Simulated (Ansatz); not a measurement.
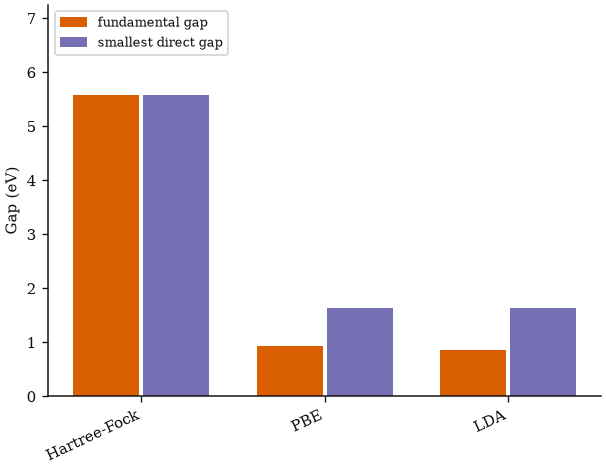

Gaps of MoS₂, space group P6_3/mmc, 6 atoms in the cell, at several levels of theory on one cell (Ansatz, plane waves and PAW; edges over the mesh and the special points).

### How does the gap depend on the level, and does its kind change?

In rising order: LDA 0.85 eV, PBE 0.94 eV and Hartree-Fock 5.58 eV. It is direct in Hartree-Fock and indirect in the others.
